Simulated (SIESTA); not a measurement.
# A series of single points on CsSnBr₃

System: CsSnBr₃ (Pm-3m, 5 atoms in the cell).
Method: Kohn-Sham DFT of a periodic cell, PBE, PseudoDojo 0.4 standard, converted to PSML, no spin polarisation (SIESTA 5.4.2).

The 7 runs differ only in the geometry, by an even scaling of the cell at fixed fractional positions. The structure derives from a Materials Project entry.

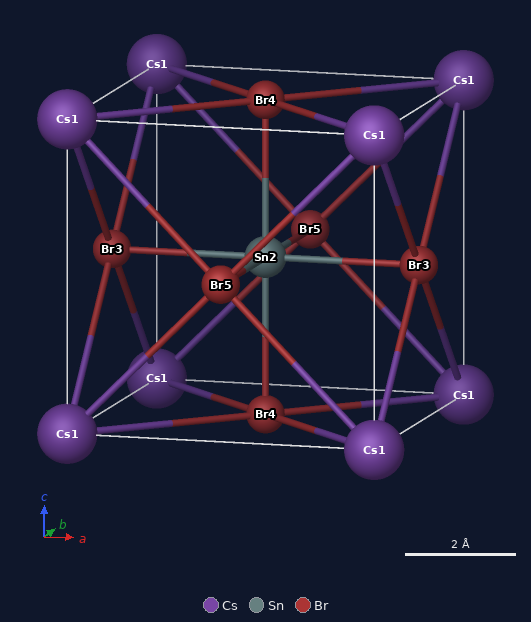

Figure 1. The structure of run 4 (ball-and-stick view of the cell of the calculation, seen slightly off an axis; atoms are numbered from 1 in the order of the input). An atom can appear more than once, as a periodic image.

## Input of run 4
```
SystemName                      CsSnBr3
SystemLabel                     CsSnBr3
NumberOfSpecies                 3
NumberOfAtoms                   5
%block ChemicalSpeciesLabel
  1  55 Cs
  2  50 Sn
  3  35 Br
%endblock ChemicalSpeciesLabel

LatticeConstant                 1.0 Ang
%block LatticeVectors
     5.8390056100     0.0000000000     0.0000000000
     0.0000000000     5.8390056100     0.0000000000
     0.0000000000     0.0000000000     5.8390056100
%endblock LatticeVectors
AtomicCoordinatesFormat         Fractional
%block AtomicCoordinatesAndAtomicSpecies
     0.0000000000     0.0000000000     0.0000000000  1  Cs
     0.5000000000     0.5000000000     0.5000000000  2  Sn
     0.0000000000     0.5000000000     0.5000000000  3  Br
     0.5000000000     0.5000000000     0.0000000000  3  Br
     0.5000000000     0.0000000000     0.5000000000  3  Br
%endblock AtomicCoordinatesAndAtomicSpecies

%block kgrid.MonkhorstPack
    5   0   0  0.0
    0   5   0  0.0
    0   0   5  0.0
%endblock kgrid.MonkhorstPack
XC.Functional                   GGA
XC.Authors                      PBE
PAO.BasisSize                   DZP
PAO.EnergyShift                 0.003 Ry
Mesh.Cutoff                     500 Ry
OccupationFunction              FD
ElectronicTemperature           0.05 eV
MaxSCFIterations                120
SCF.MustConverge                false
SCF.Mixer.Method                Pulay
SCF.Mixer.Weight                0.25
SCF.Mixer.History               8
SCF.DM.Tolerance                5.0e-05
SCF.H.Tolerance                 1.0e-03 eV
WriteForces                     true
Charge.Mulliken                 end
Charge.Hirshfeld                end
Charge.Voronoi                  end
SaveRho                         true
SaveElectrostaticPotential      true
%block PAO.Basis
  Cs 5
  n=5 0 2
    4.696 0.000
  n=6 0 2
    9.500 0.000
  n=5 1 2
    5.738 0.000
  n=6 1 1
    9.500
  n=5 2 1
    7.000
  Sn 4
  n=5 0 2
    6.432 0.000
  n=5 1 2
    8.686 0.000
  n=4 2 2
    3.759 0.000
  n=5 2 1
    8.686
%endblock PAO.Basis
```

Command:
```bash
siesta CsSnBr3.fdf > CsSnBr3.out 2>&1
```

Run 3 has the same physical settings and fractional positions; its lattice vectors (Å) are:
```
   5.799816    0.000000    0.000000
   0.000000    5.799816    0.000000
   0.000000    0.000000    5.799816
```

## Results, with one run withheld

```csv
run,volume per atom (Å³),"free energy per atom, from the lowest run given (meV)",pressure (GPa),gap on the mesh (eV)
1,37.426,26.00,2.36,1.79
2,38.222,15.80,1.77,1.83
3,39.019,?,?,?
4,39.815,3.36,0.76,1.89
5,40.611,0.69,0.33,1.93
6,41.408,0.00,−0.04,1.96
7,42.204,1.25,−0.41,1.99
```

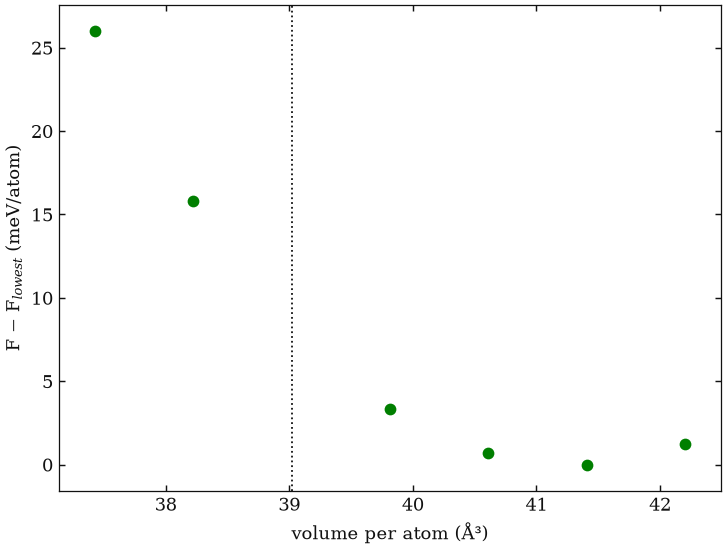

Figure 2. Free energy per atom of the runs given; the dotted line marks run 3.

What should run 3 give?

A cubic polynomial in V^(−2/3) (the Birch–Murnaghan form), fitted to the 6 runs given, misses them by at most 0.02 meV per atom. With x = V^(−2/3) − 0.08566 Å⁻², it reads F = 3.035 + 3153.8 x + 8.1643e+05 x² − 4.3772e+05 x³ (meV per atom). At run 3 it gives 8.33 meV per atom, and the run itself gives 8.33. The slope of the fit gives a pressure −dF/dV of 1.24 GPa there, and the run prints 1.25 GPa. The fit has its minimum at 41.273 Å³ per atom, where V d²F/dV² gives 19.8 GPa: the bulk modulus at this level, since symmetry fixes the shape and the positions. The gap on the mesh goes, without turning, from 1.79 eV in run 1 to 1.99 eV in run 7; run 3 has 1.86 eV. These are gaps of this functional on this mesh, which can miss the band edges; they aren't the measured gap.

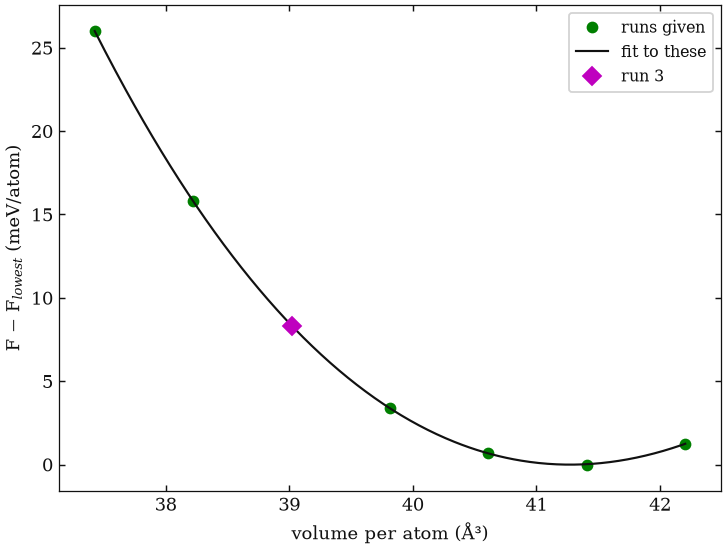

Figure 3. The fit and the withheld run.

## Some lines of the output (run 3)
```
[...]
outcell: Cell volume (Ang**3)        :    195.0935
stepf: Fermi-Dirac step function
siesta: Etot    =     -4069.575108
siesta: FreeEng =     -4069.575108
        iscf     Eharris(eV)        E_KS(eV)     FreeEng(eV)     dDmax    Ef(eV) dHmax(eV)
siesta: E_KS(eV) =            -4070.0914
siesta: E_KS - E_eggbox =     -4070.0914
siesta: Etot    =     -4070.091431
siesta: FreeEng =     -4070.091431
siesta:         Fermi =      -4.049155
siesta: Cell volume =        195.093479 Ang**3
    Orbital volume contribution        =           5.359614 eV
```

Notes: Points of doubt noted for this run: mulliken charges of long orbitals. With a small basis of atomic orbitals these values can differ much from converged plane-wave results.
